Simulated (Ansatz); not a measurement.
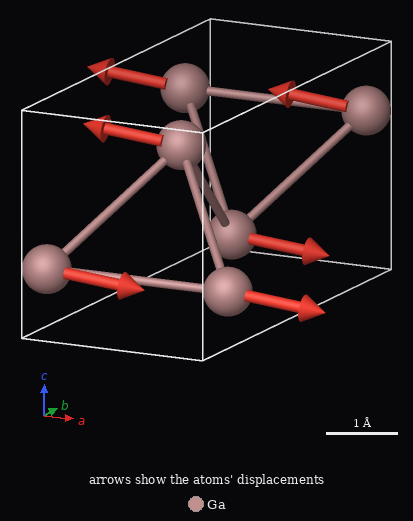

The lowest optical mode of solid Ga, space group C2/c (No. 15), at the zone centre. Displacements are drawn as red arrows; their common scale and sign are arbitrary. The picture is a ball-and-stick view of the conventional cell (2 times the calculation's cell), seen slightly off an axis. Lengths and directions refer to the drawn axes.

The calculation used Ansatz, DFT PBEsol, scalar-relativistic, plane waves, PAW. Settings: plane-wave cutoff 420 eV; k-point mesh 16 × 16 × 12; occupations fermi dirac; smearing width 0.15 eV; no spin polarisation.

The frequencies depend somewhat on the k-mesh and the smearing.

Is the structure stable against all modes at this point?

Answer. Yes: this softest mode has a real frequency, and so have all others here. That speaks for this wave vector alone: the rest of the zone wasn't checked in this run. This is the B_g mode at 1.41 THz, the lowest optical level, Raman-active by symmetry. All motion is roughly along a; atoms of one kind move against one another, with no net shift of their sublattice.
